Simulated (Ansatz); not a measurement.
## Pt: 6 runs along one coordinate

System: Pt (P2₁/m, 2 atoms in the cell).
Method: DFT LDA, scalar-relativistic, plane waves, PAW, no spin polarisation (Ansatz 0.2.0).

The 6 runs differ only in the geometry, by a shift of atoms along one path in a fixed cell. The shift s is measured from run 4: Pt1 moves along the Cartesian direction (0.00, 1.00, 0.00), and Pt2 with it in fixed proportion. The structure derives from a Materials Project entry.

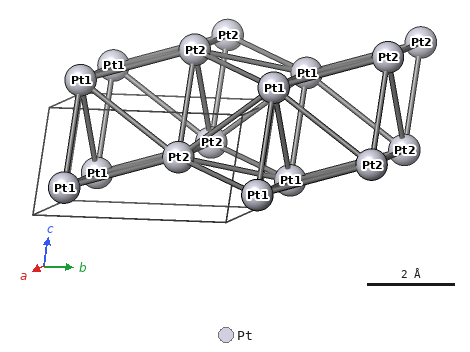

Figure 1. The structure of run 4 (ball-and-stick view of the cell of the calculation, set on other vectors, repeated 2 × 2 × 2, seen slightly off an axis; atoms are numbered from 1 in the order of the input).

### Input of run 4
```yaml
crystal:
  lattice:
    - [2.7081940711, 0.0, 0.0]
    - [-1.3540970355, 2.3453648639, 0.0]
    - [0.0, 0.0, 4.6773974959]
  atoms:
    - { symbol: Pt, position: [0.6314771649, 0.3333333333, 0.75] }
    - { symbol: Pt, position: [0.3685228351, 0.6666666667, 0.25] }
basis:
  ecutwfc: 420
kpoints:
  mp_grid: { grid: [18, 18, 10] }
hamiltonian:
  xc: lda
scf:
  occupations: { method: gaussian, width: 0.15 }
output:
  forces: true
  stress: true
  eigenvalues: true
```

Command:
```bash
ansatz run input.yaml --threads 1 --pin off --max-ram 2048MiB --backend cpu --events-out ev --progress --plain --runs-dir out
```

Run 2 differs from it as follows:
```diff
-    - { symbol: Pt, position: [0.6314771649, 0.3333333333, 0.75] }
-    - { symbol: Pt, position: [0.3685228351, 0.6666666667, 0.25] }
+    - { symbol: Pt, position: [0.6111604966, 0.2926999967, 0.75] }
+    - { symbol: Pt, position: [0.3888395034, 0.7073000033, 0.25] }
```

### Results, with one run withheld

| run | shift s of Pt1 (Å) | free energy per atom, from the lowest run given (meV) | pressure (GPa) | force along the path (eV/Å) |
| --- | --- | --- | --- | --- |
| 1 | −0.1430 | 4.38 | 1.23 | 0.414 |
| 2 | −0.0953 | ? | ? | ? |
| 3 | −0.0477 | 0.00 | 0.35 | −0.168 |
| 4 | 0.0000 | 5.22 | 0.46 | −0.240 |
| 5 | 0.0477 | 10.31 | 0.75 | −0.169 |
| 6 | 0.1430 | 11.55 | 1.53 | 0.125 |

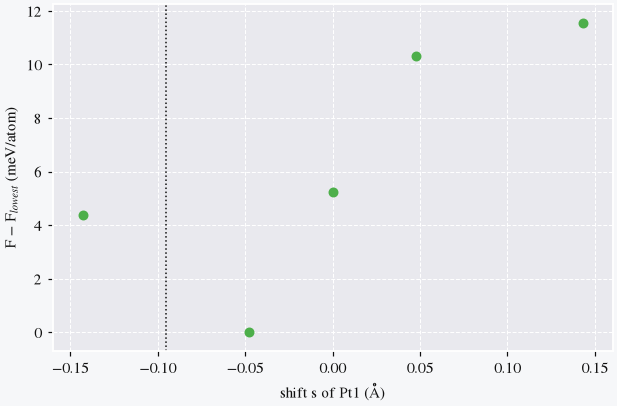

Figure 2. Free energy per atom of the runs given; the dotted line marks run 2.

What should run 2 give?

A cubic polynomial in the coordinate, fitted to the 5 runs given, misses them by at most 0.25 meV per atom. With x = s − 0.0000, it reads F = 4.966 + 118.46 x + 145.88 x² − 4567.1 x³ (meV per atom). At run 2 it gives −1.05 meV per atom, and the run itself gives −1.41. The slope of the fit gives a force −dF/ds of 0.068 eV/Å along the path (summed over the atoms that move), and the printed forces give 0.076 eV/Å. The fit has its minimum at s = −0.0829 Å.

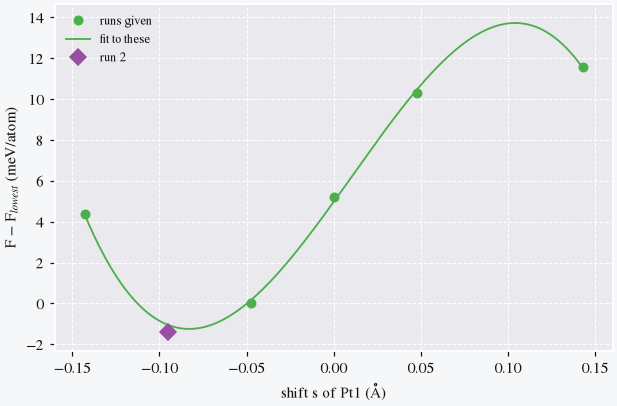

Figure 3. The fit and the withheld run.

### Output, shortened to warnings, some set-up lines, iterations and results (run 2)
```
Basis set: ecut = 420 eV, 597 PW (Γ)
Symmetry: 4 space group operations
k-points: 984 of 3240
Initial density: superposition of atomic densities (neutral atoms: chi_scale 0, normalization atom), corrected by the library's trained network
[...]
SCF iter   1: F=—  HF=-24489.882039 eV  |F-HF|=—  |Δ(HF+E_count)|=         —  Δρ=9.17e-3  dr2=1.08e-2  ethr=1.77e-3  ⟨swp⟩=4.9  Hψ=83519  notcnv=0
SCF iter   2: F=—  HF=-24489.881342 eV  |F-HF|=—  |Δ(HF+E_count)|=   6.96e-4  Δρ=4.67e-3  dr2=2.72e-3  ethr=3.00e-5  ⟨swp⟩=2.1  Hψ=35211  notcnv=0
SCF iter   3: F=—  HF=-24489.880672 eV  |F-HF|=—  |Δ(HF+E_count)|=   6.70e-4  Δρ=5.08e-4  dr2=3.51e-5  ethr=7.55e-6  ⟨swp⟩=2.1  Hψ=30159  notcnv=0
SCF iter   4: F=—  HF=-24489.880672 eV  |F-HF|=—  |Δ(HF+E_count)|=   1.77e-7  Δρ=8.60e-5  dr2=1.68e-6  ethr=9.76e-8  ⟨swp⟩=2.6  Hψ=38016  notcnv=0
SCF iter   5: F=-24489.880672 eV  HF=-24489.880672 eV  |F-HF|=3.31e-8  |Δ(HF+E_count)|=   2.45e-7  Δρ=2.01e-5  dr2=7.98e-8  ethr=4.67e-9  ⟨swp⟩=1.7  Hψ=28442  notcnv=0
SCF iter   6: F=-24489.880672 eV  HF=-24489.880672 eV  |F-HF|=8.62e-10  |Δ(HF+E_count)|=   1.98e-8  Δρ=4.79e-6  dr2=3.93e-9  ethr=2.22e-10  ⟨swp⟩=2.5  Hψ=76630  notcnv=0
SCF 1 converged in 6 iterations: F = -24489.880672 eV  dr2 = 3.93e-9
SCF converged after 6 iterations
Free energy (F): -24489.880672 eV
Harris-Foulkes:  -24489.880672 eV  (|F-HF|=8.62e-10)
Internal energy: -24489.849051 eV  (E = F + TS)
E sigma→0 (E₀):  -24489.864861 eV
Entropy (-TS):   -0.031621 eV (-15.810 meV/atom)
Fermi energy:    23.487724 eV
--- Per-component energies (eV) ---
  E_band       = -256.825549
  E_kinetic    = 1278.735360
  E_local      = -2905.577025  (includes V_loc(G=0)·N_el)
  E_nonlocal   = 413.784820
  E_hartree    = 1076.461956
  E_xc         = -521.759840
  E_vxc        = -606.757121  (∫ρ·V_xc dr)
  E_paw        = -18355.425916  (= ΣΔE_a)
  E_vpaw       = -589.933959  (= ΣTr[D̂ρ^β])
  E_aug_tail   = 0.000335  (compensation charges beyond the density's cutoff)
  E_ewald      = -5476.996480
  E_core_change = 0.927739  (= ΣΔE_core)
  E_smearing   = -0.031621  (= −TS)
  E_closure    = 0.000000  (closes the sum)
  Σ components = -24489.880672   (vs F -24489.880672, Δ=0.00e0)
--- Forces (eV/Å), atoms counted from 1 ---
  atom   1  Pt    -0.19246912     0.03804509     0.00000000
  atom   2  Pt     0.19246912    -0.03804509    -0.00000000
  max |Σ_I F_I| component: 0.00e0 eV/Å
--- Stress (GPa, compression-positive) ---
       -0.333769       0.398948      -0.000000
        0.398948       0.692481       0.000000
       -0.000000       0.000000       1.346641
  P = ⅓ Tr σ = 0.5685 GPa (5.685 kbar)
```

Notes: Spin–orbit coupling is left out, which matters for Pt.
